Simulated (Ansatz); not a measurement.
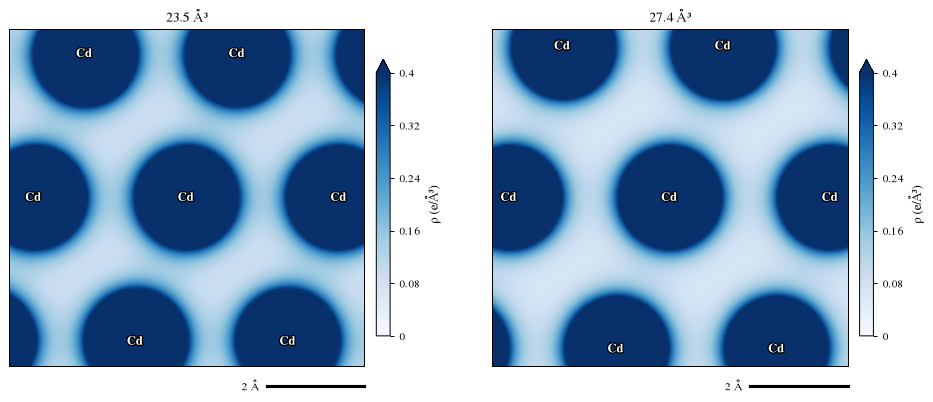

Cd. The valence charge density (pseudo) of cells scaled evenly to different volumes (given per atom above each panel), on the (11̄0) plane of each (indices in the axes of the cell below), at one length scale and on one colour scale.

A generated structure, not necessarily the stable one.

Level of theory: DFT, revPBE, plane waves (420 eV) with PAW, scalar-relativistic (Ansatz).

In a PAW calculation such maps are meaningful between the atoms, not at the nuclei.

The largest cell:

```cif
data_structure
_symmetry_space_group_name_H-M 'P 1'
_symmetry_Int_Tables_number 1
_cell_length_a 3.2908
_cell_length_b 3.2908
_cell_length_c 3.2908
_cell_angle_alpha 109.471
_cell_angle_beta 109.471
_cell_angle_gamma 109.471
_cell_volume 27.43
loop_
_atom_site_label
_atom_site_type_symbol
_atom_site_fract_x
_atom_site_fract_y
_atom_site_fract_z
_atom_site_occupancy
Cd1 Cd 0.00000 0.00000 0.00000 1
```

| volume (Å³/atom) | Cd–Cd contact in the plane (Å) | ρ at its midpoint (e/Å³) | pressure (GPa) | 
| --- | --- | --- | --- |
| 23.51 | 3.126 | 0.148 | 1.5 | 
| 24.49 | 3.169 | ? | ? | 
| 27.43 | 3.291 | 0.115 | −2.1 | 

> Estimate the missing row, and compare with the calculation.

Over the known rows ln ρ falls by 1.53 per Å of Cd–Cd distance (the line through the two), which gives 0.139 e/Å³ at 3.169 Å; the calculation gives 0.138 e/Å³. For the pressure, a straight line in volume between the neighbouring rows gives 0.6 GPa; the calculation gives 0.2, lower because pressure rises ever faster on compression.
